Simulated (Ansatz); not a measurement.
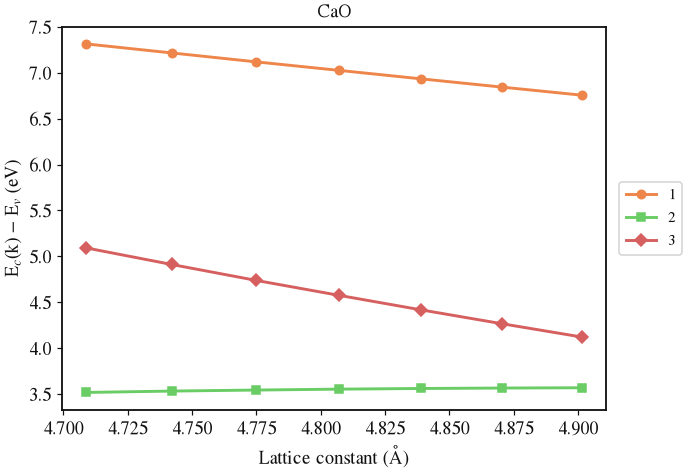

Lowest conduction level at each named k point, counted from the valence-band top at Γ. The curves are numbered.

System: rocksalt CaO, space group Fm-3m (No. 225), 2 atoms in the primitive cell. The cell is scaled uniformly. Ansatz 0.2.0; PBEsol, all-electron LAPW, no spin polarisation, no spin-orbit coupling, 10×10×10 k mesh, Fermi-Dirac smearing of 0.05 eV.

Which curve belongs to which k point: L, X and Γ?

Answer. 1 is L; 2 is X; 3 is Γ. X rises by 0.05 eV, Γ falls by 0.97 eV and L falls by 0.55 eV.

Which of these conduction levels is lowest, and does that change?

Answer. The lowest is the one at X, over the whole range, so among these points the gap stays indirect.

LDA, GGA and most meta-GGA functionals understate gaps. The cell is a database's computed one.
